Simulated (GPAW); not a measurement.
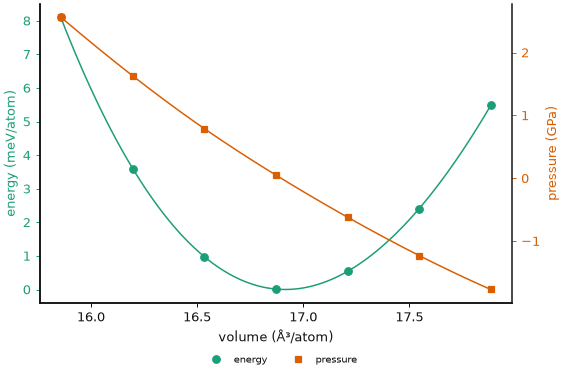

Plotted: energy and pressure against volume for LiCl, space group Fm-3m (No. 225).

Cell as given: a = 3.627 Å, b = 3.627 Å, c = 3.627 Å, α = 60.00°, β = 60.00°, γ = 60.00°; 2 atoms.

Calculation (GPAW 26.7.0): PAW DFT in plane waves, on a grid or in atomic orbitals, no spin polarisation; energies at scaled volumes of the given cell, shape and fractions fixed, counted from the fit's minimum, third-order Birch-Murnaghan fit. Level: r2SCAN.

```json
{"setting": "k mesh", "value": "9×9×9"}
{"setting": "occupations", "value": "Fermi–Dirac"}
{"setting": "smearing width", "value": "0.05 eV"}
{"setting": "potentials", "value": "GPAW PAW data sets (gpaw data 1.2.1)"}
{"setting": "wave cutoff", "value": "800 eV"}
{"setting": "program settings", "value": "basis pw"}
```

### How stiff is the solid, and where is its volume at rest?

A third-order Birch–Murnaghan fit gives V0 = 16.91 Å³/atom, B0 = 35 GPa and B′ = 4.4.

### How does the pressure vary with volume?

It falls from 2.56 GPa at volume 15.86 Å³/atom to −1.77 GPa at 17.88 Å³/atom, and changes sign near 16.90 Å³/atom.
